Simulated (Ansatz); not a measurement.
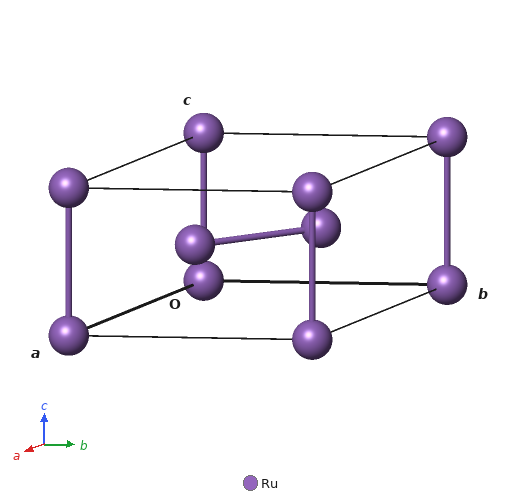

One unit cell is drawn above. Crystal: Ru, the end point of a relaxation with Ansatz 0.2.0, DFT, revPBE, plane waves (420 eV) with PAW, scalar-relativistic; the starting structure was generated, so it need not be a known form of this composition. Symmetry computed with spglib at a tolerance of 0.002 Å; standard conventional cell.

```
Ru
1.0
     4.28422    0.00000    0.00000
    -2.14211    3.71025    0.00000
     0.00000    0.00000    2.69354
Ru
3
Direct
  0.00000 0.00000 0.00000
  0.33333 0.66667 0.50000
  0.66667 0.33333 0.50000
```

What is its point group?

6/mmm (D6h), order 24, hexagonal system: one sixfold axis, six twofold axes, seven mirror planes, an inversion centre.

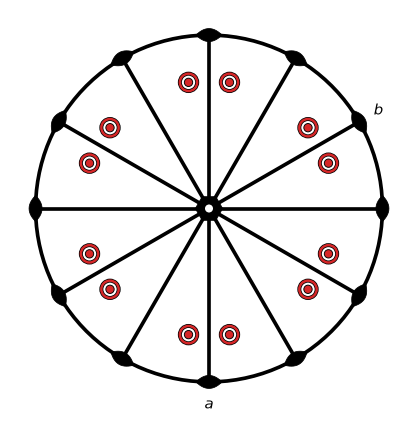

Stereographic projection: filled dots lie in the upper hemisphere, open rings in the lower; heavy lines are mirror planes (a heavy rim: a mirror in the plane of the page); lens, triangle, square and hexagon are 2-, 3-, 4- and 6-fold axes, a lens in an open square is −4, a triangle in an open hexagon −6; thin dashed diameters join the ends of axes that lie in the page; a small open circle marks inversion. The poles are one general form. The c axis points at the viewer.

What does this class allow?

Class 6/mmm is centrosymmetric, so neither piezoelectric nor pyroelectric; it is not chiral. Its Laue class is 6/mmm.
